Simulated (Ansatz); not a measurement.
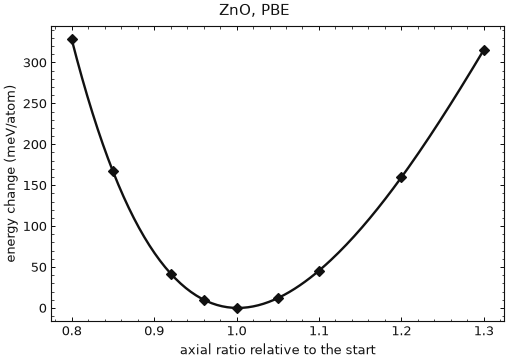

**Figure.** Energy change against relative axial ratio for ZnO, space group P6_3mc (No. 186).

The energy change is 328 meV/atom at relative axial ratio 0.80 and 315 meV/atom at 1.30; the lowest computed point is at relative axial ratio 1.00 (0 meV/atom), in a single well.

Computed with Ansatz 0.2.0: deformation of a crystal at fixed volume, lengths along the axis scaled against those across it, fractional coordinates fixed, by plane-wave density functional theory with PAW datasets, free energies less that of the undisturbed cell; scalar-relativistic. Level: PBE, no spin polarisation.

- wave cutoff: 420 eV
- k mesh: 12×12×6
- occupations: Gaussian
- smearing width: 0.05 eV
- k shift: (0, 0, 0) (mesh steps)
- start: as given
- path: axial
- axis direction: (0, 0, 1) (Cartesian unit vector)

The given structure:
```xyz
4
Lattice="3.2494 0.0000 0.0000 -1.6247 2.8141 0.0000 0.0000 0.0000 5.2038" Properties=species:S:1:pos:R:3 pbc="T T T"
Zn    0.0000    1.8760    0.0000
Zn    1.6247    0.9380    2.6019
O     0.0000    1.8760    1.9884
O     1.6247    0.9380    4.5903
```

Keep in mind: gap closes along the scan on a mesh chosen for the insulator; reference crystal is not relaxed; shape and atomic fractions are frozen while scaling, which makes layered, chain and framework solids too stiff.
